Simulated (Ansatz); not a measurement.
The calculation's input:

```
crystal:
  lattice:
    - [2.9895895766, 0.0, 0.0]
    - [0.0, 5.1781210405, 0.0]
    - [0.0, 0.0, 5.4120841344]
  atoms:
    - { symbol: Ti, position: [0.5, 0.5, 0.0] }
    - { symbol: Ti, position: [0.0, 0.0, 0.0] }
    - { symbol: O, position: [1.0, 0.3333333333, 0.1782568158] }
    - { symbol: O, position: [0.5, 0.8333333333, 0.1782568158] }
    - { symbol: O, position: [0.5, 0.1666666667, 0.8217431842] }
    - { symbol: O, position: [1.0, 0.6666666667, 0.8217431842] }
basis:
  ecutwfc: 420
kpoints:
  mp_grid: { grid: [12, 6, 6] }
hamiltonian:
  xc: pbe
scf:
  occupations: { method: gaussian, width: 0.1 }
output:
  forces: true
  stress: true
  eigenvalues: true
  write_density: true
  write_potential: true
  elf: true
  volumetric_format: npy
relax:
  adjacent_minimum: "off"
  f_tol: 0.015
  max_steps: 60
  cell: { stress_tol: 0.15 }
```

Run with:

```sh
ansatz run input.yaml --threads 1 --pin off --max-ram 2560MiB --backend cpu --events-out ev --progress --plain --runs-dir out
```

The fields are those of the relaxed geometry.

Space group P-3m1; a structure from a database of computed crystals, not necessarily the ambient phase; computed without spin polarisation.

Computed with DFT PBE, scalar-relativistic, plane waves, PAW in Ansatz.

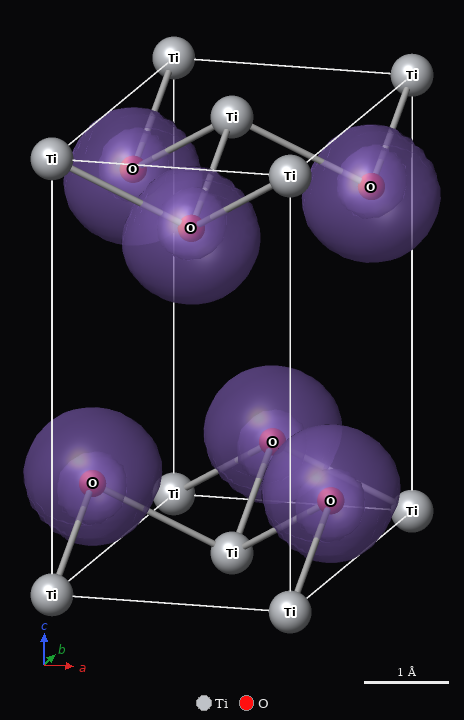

TiO$_{2}$. Isosurface of the ELF at 0.75 (purple), seen slightly off an axis. Only the valence region is drawn (cores and ρ < 0.01 e/Å³ removed). Sticks mark near contacts.

In a PAW calculation such maps are meaningful between the atoms, not at the nuclei.

Where are the electrons localised?

Answer. At this value the surface marks out four regions wrapped around O (the valence shell of each), counted in one cell of 6 atoms. Regions shared between cells count once.

Values along the shortest contacts:
Ti–O (1.98 Å): the ELF peaks at about 0.80 in the valence shell of O, 0.6 Å from its nucleus, and is about 0.20 at the midpoint; no localised pair shows between them.
